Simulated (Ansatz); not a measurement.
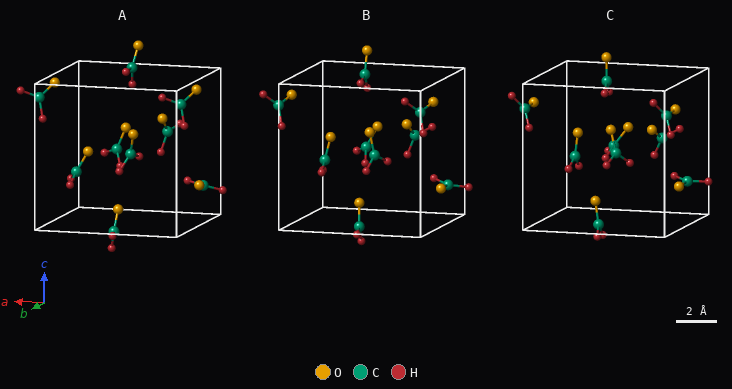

3 geometries from one relaxation of an amorphous cell of composition H2CO, in shuffled order. A ball-and-stick model of the cell of the calculation, seen from a free direction.

The cell holds 8 H2CO. The run prepares the start of a later molecular dynamics calculation, from a guessed geometry.

Level of theory: DFT PBE-D3(BJ), scalar-relativistic, plane waves, PAW (Ansatz 0.2.0). Settings: plane-wave cutoff 420 eV; k-point mesh 1 × 1 × 1; occupations fermi dirac; smearing width 0.02 eV; no spin polarisation; atoms relaxed in a fixed cell; force threshold 0.3 eV/Å; at most 15 steps.

Put them in the order of the run, from the start to the converged end.

C, B, A. They are steps 0, 4, 10, at +63.0 meV per atom, +22.5 meV per atom relative to the last. After 9 accepted moves (10 points after the start) the energy has fallen by 63.0 meV per atom. Largest force component: 1.5 eV/Å at the start, 0.25 eV/Å at the end. 1 step only repeated the SCF at the same geometry. The largest moves, 1.33 Å, are those of O and H atoms. Largest moves by element: H 1.33 Å, O 1.32 Å, C 1.07 Å. The lattice vectors keep their values. Some distances before and after: C–H 1.104 → 1.118 Å, C–O 1.220 → 1.214 Å. The run took 17 s on 1 thread of Intel(R) Xeon(R) 6975P-C (Granite Rapids), on a shared host, peak memory 0.5 GiB.

Limits of the set-up: the periodic images lie only 7.6 Å apart, so the values are limited by the cell's size.
